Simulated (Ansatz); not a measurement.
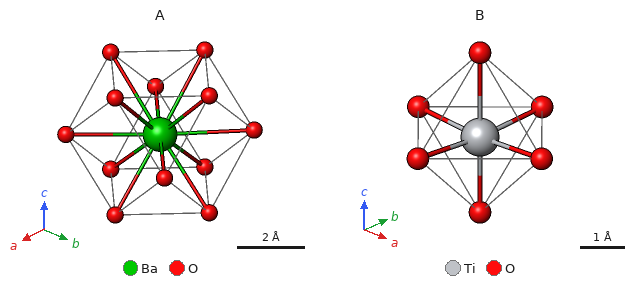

Coordination polyhedra in BaTiO3 (P4mm). The shape measure S (0 to 100) is the computed least-squares distance from an ideal polyhedron; S = 0 means ideal. The structure is the input geometry of an electronic-structure calculation and need not be at equilibrium.

### Which coordination does each panel show?

A. BaO12: an essentially ideal cuboctahedron (coordination number 12, S = 0.01; next best icosahedron, S = 5.3); mean bond 2.83 Å.
B. TiO6: an essentially ideal octahedron (coordination number 6, S = 0.04; next best trigonal prism, S = 16.8); mean bond 2.00 Å.
